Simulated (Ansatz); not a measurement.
# Calculations on Al

## 1. Relaxation

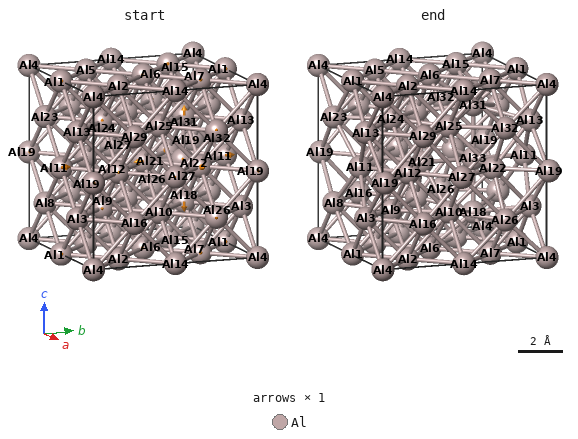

The structure of a defect cell of composition Al before (left) and after (right) a relaxation, at one scale. The orange arrows give the displacements, at their true length.

The picture is a ball-and-stick view of the cell of the calculation (origin shifted), seen slightly off an axis.

It is an interstitial Al in fcc Al. The run prepares an end point of a later path (interstitial hop) calculation, from a guessed geometry.

The calculation used DFT LDA, scalar-relativistic, plane waves, PAW in Ansatz 0.2.0. Settings: plane-wave cutoff 420 eV; k-point mesh 2 × 2 × 2; occupations gaussian; smearing width 0.1 eV; no spin polarisation; atoms relaxed in a fixed cell; force threshold 0.03 eV/Å; at most 60 steps.

Q: Summarise the run.

A: Over 4 geometry steps the energy falls by 7.922 eV per cell of the calculation. The largest force component goes from 8.8 to 0.012 eV/Å. The largest moves, 0.49 Å, are those of Al atoms. The cell doesn't change. Among the contacts that change: Al–Al 2.864 → 3.548 Å, Al–Al 1.953 → 2.508 Å, Al–Al 2.087 → 2.508 Å, Al–Al 2.864 → 2.644 Å. Bond angles that change, for instance: Al–Al–Al 175.1° → 179.8°, Al–Al–Al 93.9° → 90.0°, Al–Al–Al 86.2° → 90.0°. The run took 19 s on 2 threads of Intel(R) Xeon(R) Platinum 8488C (Sapphire Rapids) (shared host), peak memory 0.96 GiB.

Limits of the set-up: the k-point mesh is coarse for a cell with partly filled bands; the periodic images lie only 8.1 Å apart, so the values are limited by the cell's size.

## 2. Relaxation

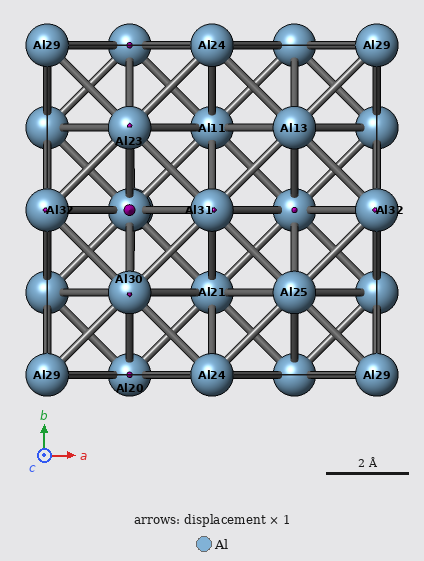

A relaxation of a defect cell of composition Al. The starting structure is drawn; purple arrows show the displacements, at their true length.

The picture is a ball-and-stick view of the cell of the calculation (origin shifted), seen along the c axis.

It is an interstitial Al in fcc Al. The run prepares an end point of a later path (interstitial hop) calculation, from a guessed geometry. The atoms of the start lie slightly off their symmetric places, so part of the fall in energy undoes that.

These are results of Ansatz 0.2.0, DFT LDA, scalar-relativistic, plane waves, PAW, not measurements. (plane-wave cutoff 420 eV; k-point mesh 2 × 2 × 2; occupations gaussian; smearing width 0.1 eV; no spin polarisation; atoms relaxed in a fixed cell; force threshold 0.03 eV/Å; at most 60 steps)

Q: What happened in the run?

A: Over 4 accepted moves (5 points after the start) the energy falls by 7.753 eV per cell of the calculation. The largest force component goes from 8.3 to 0.012 eV/Å. 1 step only repeated the SCF at the same geometry. The largest move is that of an Al atom, 0.50 Å along +a. The cell stays as it was. Some distances before and after: Al–Al 2.864 → 3.566 Å, Al–Al 2.864 → 3.545 Å, Al–Al 1.972 → 2.503 Å, Al–Al 2.004 → 2.506 Å. Among the angles between lasting bonds that change: Al–Al–Al 176.8° → 178.8°. Cost: 21 s on 2 threads of Intel(R) Xeon(R) Platinum 8488C (Sapphire Rapids) (shared host), peak memory 0.96 GiB.

Limits of the set-up: the k-point mesh is coarse for a cell with partly filled bands; the periodic images lie only 8.1 Å apart, so the values are limited by the cell's size.

## 3. Path

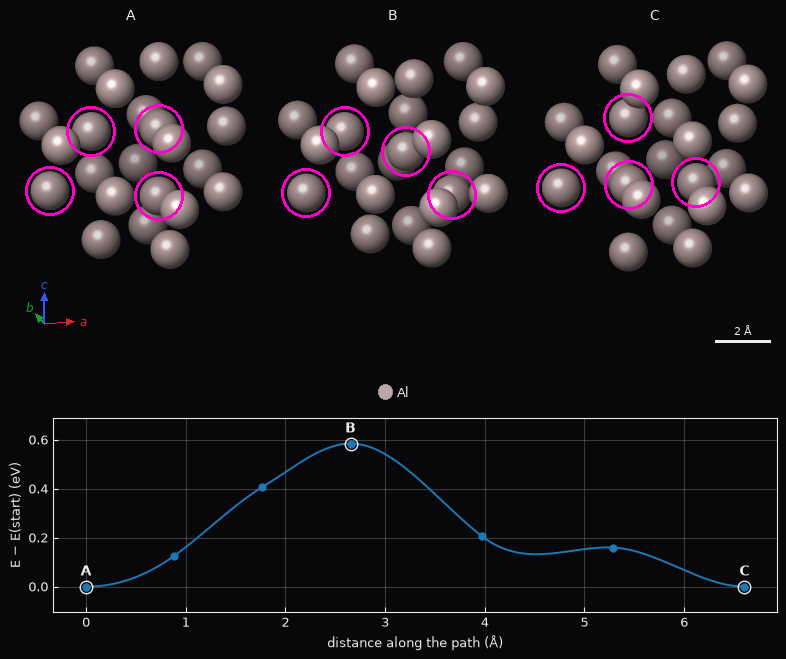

NEB run on Al with an interstitial Al (33 atoms in the cell). Images are numbered from 0 (start) to 6 (end). Frames A to C are images 0, 3, 6. The picture is a spheres-only view of the atoms within 4.4 Å of the middle of the path, seen slightly off an axis. The atoms that move most are ringed.

Theory: DFT LDA, scalar-relativistic, plane waves, PAW (Ansatz). Run with plane-wave cutoff 420 eV; k-point mesh 2 × 2 × 2; Gaussian smearing 0.1 eV; 5 movable images; climbing image; force threshold 0.05 eV/Å; iteration limit 80; starting path by image-dependent pair potential.

What happens along the path, and what is the barrier?

Answer. An Al atom travels furthest, 2.84 Å from end to end, along [−1 0 −1], on a path that bends up to 0.69 Å away from the straight line. At the highest image its nearest neighbour (Al) is 2.39 Å away, against 2.51 Å at the start, and the surrounding atoms stand up to 0.93 Å off the mean of their end positions. The barrier is about 0.58 eV in both directions, with image 3 at the top; the ends have the same energy. The band is converged.

Limits of the set-up: the k-point mesh is coarse for a cell with partly filled bands; the periodic images lie only 8.1 Å apart, so the values are limited by the cell's size.

The run took 13 min on 2 threads of Intel(R) Xeon(R) Platinum 8488C (Sapphire Rapids), on a shared host, peak memory 1.9 GiB.
